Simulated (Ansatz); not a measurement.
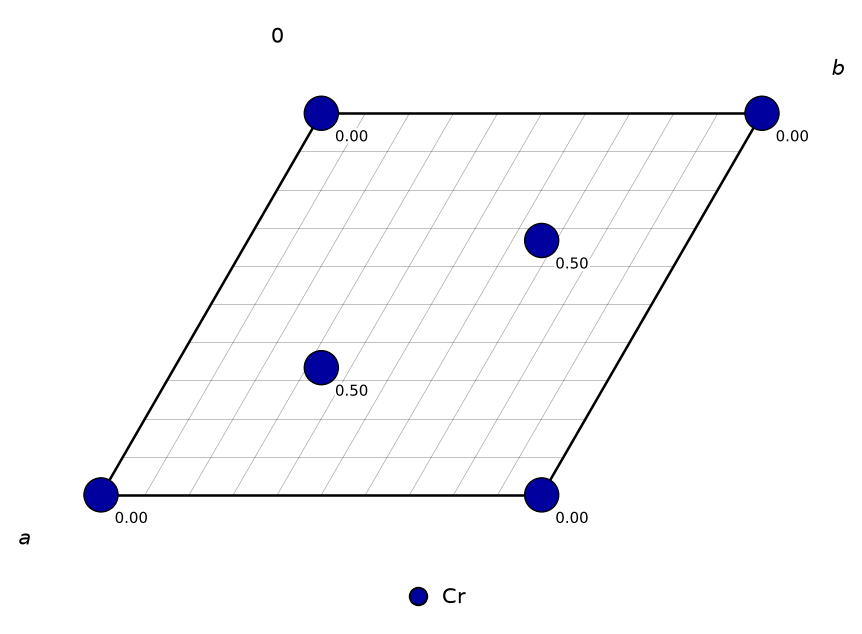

Plan of a unit cell projected along c (a down the page, b across); the numbers are heights as fractions of c, and atoms on the cell's edges are repeated. The grid marks tenths of a and b. Source: the end point of a relaxation with Ansatz, DFT, PBE, plane waves (420 eV) with PAW, scalar-relativistic; the starting structure was generated, so it need not be a known form of this composition. The drawing is computed from the coordinates (standard cell, symmetry found to 0.002 Å).

a = 4.235 Å, b = 4.235 Å, c = 2.286 Å, α = 90.00°, β = 90.00°, γ = 120.00°.

**What does the cell contain?**

3 Cr: Cr, Z = 3.

**Which space group?**

P6/mmm (No. 191), primitive hexagonal.

**Give the independent sites, coordinates to two places.**

```tsv
atom	site	symmetry	x	y	z
Cr	1a	6/mmm	0.00	0.00	0.00
Cr	2d	-6m2	0.33	0.67	0.50
```
